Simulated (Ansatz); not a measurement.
**From AlRu to TiAl**

System: AlRu (P4/mmm, 2 atoms in the cell).
Method of run 1: DFT PBEsol, scalar-relativistic, plane waves, PAW, no spin polarisation (Ansatz 0.2.0).
System of run 2: TiAl (P4/mmm, 2 atoms in the cell).

On run 1: The structure was made by swapping elements on the sites of another compound; it need not be a known phase. On run 2: The structure derives from a Materials Project entry. Text and figures count atoms from 1; the logs count them from 0 in places.

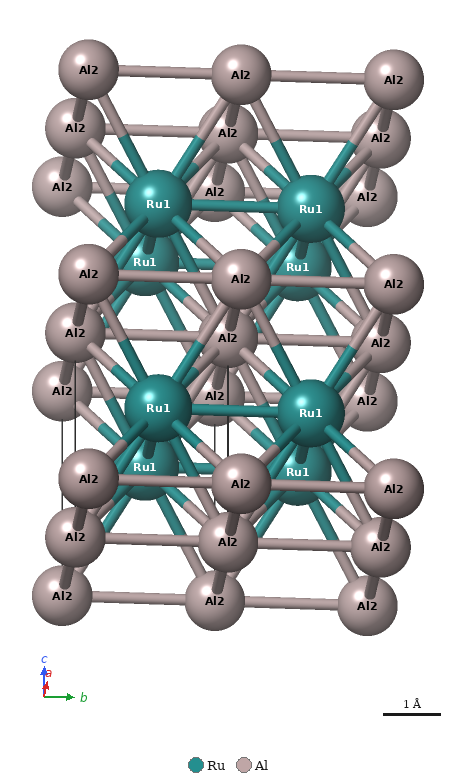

The input geometry (ball-and-stick view of the cell of the calculation, repeated 2 × 2 × 2, seen at an oblique angle; atoms are numbered from 1 in the order of the input). An atom can appear more than once, as a periodic image.

## Input file, run 1
```yaml
crystal:
  lattice:
    - [2.69966743, 0.0, 0.0]
    - [0.0, 2.69966743, 0.0]
    - [0.0, 0.0, 3.9038092359]
  atoms:
    - { symbol: Ru, position: [0.5, 0.5, 0.5] }
    - { symbol: Al, position: [0.0, 0.0, 0.0] }
basis:
  ecutwfc: 420
kpoints:
  mp_grid: { grid: [16, 16, 12] }
hamiltonian:
  xc: pbesol
scf:
  occupations: { method: gaussian, width: 0.1 }
output:
  forces: true
  stress: true
  eigenvalues: true
relax:
  adjacent_minimum: "off"
  f_tol: 0.01
  max_steps: 60
  cell: { stress_tol: 0.1 }
```

Command:
```bash
ansatz run input.yaml --threads 1 --pin off --max-ram 2560MiB --backend cpu --events-out ev --progress --plain --runs-dir out
```

Hardware: 1 thread of Intel Xeon @ 2.50GHz (Skylake/Cascade Lake), 32 GiB of memory available, shared host.

## Output, shortened to warnings, some set-up lines, iterations and results (run 1)
```
Basis set: ecut = 420 eV, 553 PW (Γ), exchange–correlation on 40×40×54 points (8 copies of the dense FFT grid, shifted against one another)
Symmetry: 16 space group operations
k-points: 315 of 3072
Initial density: superposition of atomic densities (neutral atoms: chi_scale 0, normalization atom), corrected by the library's trained network
[...]
SCF iter   1: F=—  HF=-6341.553433 eV  |F-HF|=—  |Δ(HF+E_count)|=         —  Δρ=7.02e-3  dr2=1.21e-2  ethr=1.77e-3  ⟨swp⟩=5.0  Hψ=23793  notcnv=0
SCF iter   2: F=—  HF=-6341.551448 eV  |F-HF|=—  |Δ(HF+E_count)|=   1.98e-3  Δρ=3.49e-3  dr2=3.13e-3  ethr=6.38e-5  ⟨swp⟩=1.9  Hψ=7241  notcnv=0
SCF iter   3: F=—  HF=-6341.550737 eV  |F-HF|=—  |Δ(HF+E_count)|=   7.11e-4  Δρ=2.49e-4  dr2=1.04e-5  ethr=1.65e-5  ⟨swp⟩=2.5  Hψ=6362  notcnv=0
SCF iter   4: F=—  HF=-6341.550735 eV  |F-HF|=—  |Δ(HF+E_count)|=   1.84e-6  Δρ=6.24e-5  dr2=6.86e-7  ethr=5.50e-8  ⟨swp⟩=2.0  Hψ=7226  notcnv=0
SCF iter   5: F=-6341.550735 eV  HF=-6341.550735 eV  |F-HF|=3.24e-8  |Δ(HF+E_count)|=   1.31e-7  Δρ=1.25e-5  dr2=4.35e-8  ethr=3.61e-9  ⟨swp⟩=2.0  Hψ=6950  notcnv=0
[... 80 lines ...]
SCF iter   6: F=-6342.312629 eV  HF=-6342.312629 eV  |F-HF|=2.73e-12  |Δ(HF+E_count)|=  9.09e-13  Δρ=1.72e-8  dr2=7.00e-14  ethr=1.00e-12  ⟨swp⟩=1.0  Hψ=4410  notcnv=0
SCF iter   7: F=-6342.312629 eV  HF=-6342.312629 eV  |F-HF|=0.00e0  |Δ(HF+E_count)|=    0.00e0  Δρ=4.82e-9  dr2=4.88e-15  ethr=1.00e-12  ⟨swp⟩=1.0  Hψ=4410  notcnv=0
SCF iter   8: F=-6342.312629 eV  HF=-6342.312629 eV  |F-HF|=1.82e-12  |Δ(HF+E_count)|=  9.09e-13  Δρ=8.24e-10  dr2=1.46e-16  ethr=1.00e-12  ⟨swp⟩=1.7  Hψ=10469  notcnv=0
SCF 11 converged in 8 iterations: F = -6342.312629 eV  dr2 = 1.46e-16
relax step  11: F+E_penalty+E_count = -6342.31262882 eV  Δ(F+E_penalty+E_count) = -1.694e-5 eV  max|allowed force component| = 3.885e-29 eV/Å  Δτ_max = 0.0000 Å  P = -0.037 …
basis re-selected at this cell: Δ(F+E_penalty+E_count) = -1.694e-5 eV, ΔP = +0.000 GPa vs the last step (what re-selecting the basis moved, of the pressure what is left beyond the Pulay correction that the steps carried, after the strain that the cell walked since its last selection, with what the …
SCF converged after 8 iterations
Free energy (F): -6342.312629 eV
Harris-Foulkes:  -6342.312629 eV  (|F-HF|=1.82e-12)
Internal energy: -6342.305141 eV  (E = F + TS)
E sigma→0 (E₀):  -6342.308885 eV
Entropy (-TS):   -0.007488 eV (-3.744 meV/atom)
Fermi energy:    16.306112 eV
--- Per-component energies (eV) ---
  E_band       = -116.573958
  E_kinetic    = 543.862558
  E_local      = -1784.195589  (includes V_loc(G=0)·N_el)
  E_nonlocal   = 356.644273
  E_hartree    = 632.739122
  E_xc         = -231.031161
  E_vxc        = -270.640197  (∫ρ·V_xc dr)
  E_paw        = -3855.421997  (= ΣΔE_a)
  E_vpaw       = -227.723056  (= ΣTr[D̂ρ^β])
  E_aug_tail   = -0.000192  (compensation charges beyond the density's cutoff)
  E_ewald      = -2005.174589
  E_core_change = 0.272435  (= ΣΔE_core)
  E_smearing   = -0.007488  (= −TS)
  E_closure    = -0.000000  (closes the sum)
  Σ components = -6342.312629   (vs F -6342.312629, Δ=0.00e0)
--- Forces (eV/Å), atoms counted from 1 ---
  atom   1  Ru    -0.00000000     0.00000000     0.00000000
  atom   2  Al    -0.00000000    -0.00000000     0.00000000
  max |Σ_I F_I| component: 7.38e-29 eV/Å
--- Stress (GPa, compression-positive) ---
       -0.025070       0.000000       0.000000
        0.000000      -0.025070       0.000000
        0.000000       0.000000      -0.061379
  P = ⅓ Tr σ = -0.0372 GPa (-0.372 kbar)
--- Relaxed structure (9 steps of the walk, 9 accepted, 2 SCFs on fresh bases) ---
  F+E_penalty+E_count = -6342.31262882 eV   max|allowed force component| = 3.885e-29 eV/Å   (the final SCF, on the basis selected at the relaxed cell)
  cell:  # Å, volume = 26.3613 Å³
    - [2.974217120624036, -1.3944374091070081e-33, 0.0]
    - [-1.3944374091070081e-33, 2.974217120624036, 0.0]
    - [0.0, 0.0, 2.980034239976188]
  atoms:
    - { symbol: Ru, position: [0.49999999999999994, 0.49999999999999994, 0.49999999999999994] }
    - { symbol: Al, position: [1.5605521282105025e-35, 1.3376161098947165e-35, 0.0] }
```

For run 2 the input was changed thus:
```diff
-    - [2.69966743, 0.0, 0.0]
-    - [0.0, 2.69966743, 0.0]
-    - [0.0, 0.0, 3.9038092359]
+    - [2.81075181, 0.0, 0.0]
+    - [0.0, 2.81075181, 0.0]
+    - [0.0, 0.0, 4.06642192]
-    - { symbol: Ru, position: [0.5, 0.5, 0.5] }
+    - { symbol: Ti, position: [0.5, 0.5, 0.5] }
-  mp_grid: { grid: [16, 16, 12] }
+  mp_grid: { grid: [14, 14, 10] }
+  write_density: true
+  write_potential: true
+  elf: true
+  volumetric_format: npy
-  f_tol: 0.01
-  max_steps: 60
-  cell: { stress_tol: 0.1 }
+  f_tol: 0.005
+  max_steps: 80
+  cell: { stress_tol: 0.05 }
```

Predict how the results change.

The total energies belong to different systems, so their difference says nothing on which is more stable or more accurate. The volume per atom goes from 13.18 to 15.78 Å³. The SCF takes 24 iterations over all geometry steps against 68. The irreducible k-points go from 315 to 216. On the same kind of shared host run 2 took about 0.27 times as long.

## Output, shortened to warnings, some set-up lines, iterations and results (run 2)
```
Basis set: ecut = 420 eV, 649 PW (Γ), exchange–correlation on 40×40×60 points (8 copies of the dense FFT grid, shifted against one another)
Symmetry: 16 space group operations
k-points: 216 of 1960
Initial density: superposition of atomic densities (neutral atoms: chi_scale 0, normalization atom), corrected by the library's trained network
[...]
SCF iter   1: F=—  HF=-2999.267978 eV  |F-HF|=—  |Δ(HF+E_count)|=         —  Δρ=4.54e-3  dr2=4.65e-3  ethr=1.77e-3  ⟨swp⟩=4.9  Hψ=13078  notcnv=0
SCF iter   2: F=—  HF=-2999.266783 eV  |F-HF|=—  |Δ(HF+E_count)|=   1.19e-3  Δρ=2.21e-3  dr2=1.77e-3  ethr=3.10e-5  ⟨swp⟩=1.5  Hψ=4808  notcnv=0
SCF iter   3: F=—  HF=-2999.266383 eV  |F-HF|=—  |Δ(HF+E_count)|=   4.00e-4  Δρ=3.60e-4  dr2=4.08e-5  ethr=1.18e-5  ⟨swp⟩=2.1  Hψ=3390  notcnv=0
SCF iter   4: F=—  HF=-2999.266365 eV  |F-HF|=—  |Δ(HF+E_count)|=   1.80e-5  Δρ=1.20e-4  dr2=4.24e-6  ethr=2.72e-7  ⟨swp⟩=2.1  Hψ=3419  notcnv=0
SCF iter   5: F=—  HF=-2999.266365 eV  |F-HF|=—  |Δ(HF+E_count)|=   3.55e-7  Δρ=4.00e-5  dr2=4.65e-7  ethr=2.83e-8  ⟨swp⟩=1.1  Hψ=2571  notcnv=0
[... 22 lines ...]
SCF iter   4: F=—  HF=-2999.270204 eV  |F-HF|=—  |Δ(HF+E_count)|=  2.18e-10  Δρ=3.85e-7  dr2=9.38e-11  ethr=6.16e-12  ⟨swp⟩=2.0  Hψ=3206  notcnv=0
SCF iter   5: F=-2999.270204 eV  HF=-2999.270204 eV  |F-HF|=5.00e-12  |Δ(HF+E_count)|=  1.91e-11  Δρ=1.34e-7  dr2=8.09e-12  ethr=1.00e-12  ⟨swp⟩=1.1  Hψ=2632  notcnv=0
SCF iter   6: F=-2999.270204 eV  HF=-2999.270204 eV  |F-HF|=0.00e0  |Δ(HF+E_count)|=  4.55e-13  Δρ=8.02e-9  dr2=1.03e-14  ethr=1.00e-12  ⟨swp⟩=3.5  Hψ=8592  notcnv=0
SCF 4 converged in 6 iterations: F = -2999.270204 eV  dr2 = 1.03e-14
relax step   4: F+E_penalty+E_count = -2999.27020438 eV  Δ(F+E_penalty+E_count) = +1.194e-4 eV  max|allowed force component| = 4.733e-30 eV/Å  Δτ_max = 0.0000 Å  P = -0.042 …
basis re-selected at this cell: Δ(F+E_penalty+E_count) = +1.194e-4 eV, ΔP = -0.008 GPa vs the last step (what re-selecting the basis moved, of the pressure what is left beyond the Pulay correction that the steps carried, after the strain that the cell walked since its last selection, with what the …
SCF converged after 6 iterations
Free energy (F): -2999.270204 eV
Harris-Foulkes:  -2999.270204 eV  (|F-HF|=0.00e0)
Internal energy: -2999.261885 eV  (E = F + TS)
E sigma→0 (E₀):  -2999.266045 eV
Entropy (-TS):   -0.008319 eV (-4.160 meV/atom)
Fermi energy:    11.248364 eV
--- Per-component energies (eV) ---
  E_band       = -159.270062
  E_kinetic    = 297.384587
  E_local      = -1065.215470  (includes V_loc(G=0)·N_el)
  E_nonlocal   = 20.563730
  E_hartree    = 457.394944
  E_xc         = -136.988351
  E_vxc        = -151.815311  (∫ρ·V_xc dr)
  E_paw        = -1477.925503  (= ΣΔE_a)
  E_vpaw       = -174.977600  (= ΣTr[D̂ρ^β])
  E_aug_tail   = 0.000116  (compensation charges beyond the density's cutoff)
  E_ewald      = -1094.634461
  E_core_change = 0.158523  (= ΣΔE_core)
  E_smearing   = -0.008319  (= −TS)
  E_closure    = -0.000000  (closes the sum)
  Σ components = -2999.270204   (vs F -2999.270204, Δ=0.00e0)
--- Forces (eV/Å), atoms counted from 1 ---
  atom   1  Ti     0.00000000     0.00000000     0.00000000
  atom   2  Al    -0.00000000     0.00000000     0.00000000
  max |Σ_I F_I| component: 9.47e-30 eV/Å
--- Stress (GPa, compression-positive) ---
       -0.043593       0.000000       0.000000
        0.000000      -0.043593       0.000000
        0.000000       0.000000      -0.038763
  P = ⅓ Tr σ = -0.0420 GPa (-0.420 kbar)
--- Relaxed structure (3 steps of the walk, 3 accepted, 1 SCFs on fresh bases) ---
  F+E_penalty+E_count = -2999.27020438 eV   max|allowed force component| = 4.733e-30 eV/Å   (the final SCF, on the basis selected at the relaxed cell)
  cell:  # Å, volume = 31.5612 Å³
    - [2.794636019487557, 1.7028530545607093e-34, 0.0]
    - [1.7028530545607093e-34, 2.794636019487557, 0.0]
    - [0.0, 0.0, 4.0411369869956015]
  atoms:
    - { symbol: Ti, position: [0.5, 0.5, 0.5] }
    - { symbol: Al, position: [2.7408039906408325e-34, 8.364269990969337e-39, 0.0] }
```

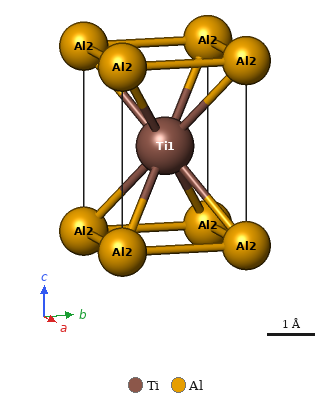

The input structure of run 2 (ball-and-stick view of the cell of the calculation, seen slightly off an axis; atoms are numbered from 1 in the order of the input). An atom can appear more than once, as a periodic image.

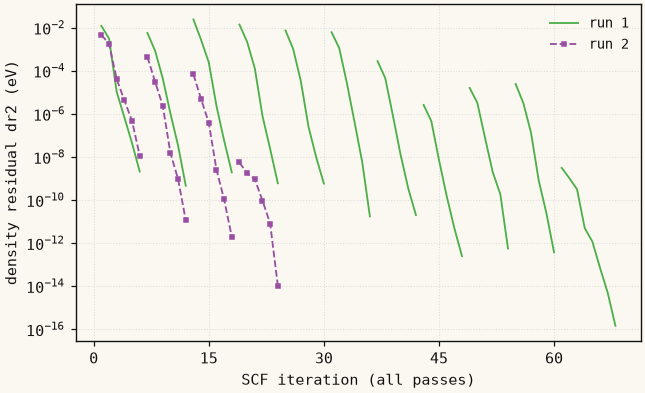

Convergence of the two runs: density residual dr2 against the SCF iteration. A break in a curve parts two SCF passes. Run 1 takes 68 iterations in all, and run 2 takes 24.

## The two runs side by side

| quantity | run 1 | run 2 |
| --- | --- | --- |
| outcome | converged | converged |
| free energy per atom (eV) | −3171.1563 | −1499.6351 |
| energy per atom, smearing taken to zero (eV) | −3171.1544 | −1499.6330 |
| gap on the mesh (eV) | 0.00 | 0.00 |
| pressure (GPa) | −0.04 | −0.04 |
| volume per atom (Å³) | 13.18 | 15.78 |
| largest force (eV/Å) | 0.000 | 0.000 |
| SCF iterations | 68 | 24 |
| irreducible k-points | 315 | 216 |
| wall time (shared host) | 75 s | 20 s |
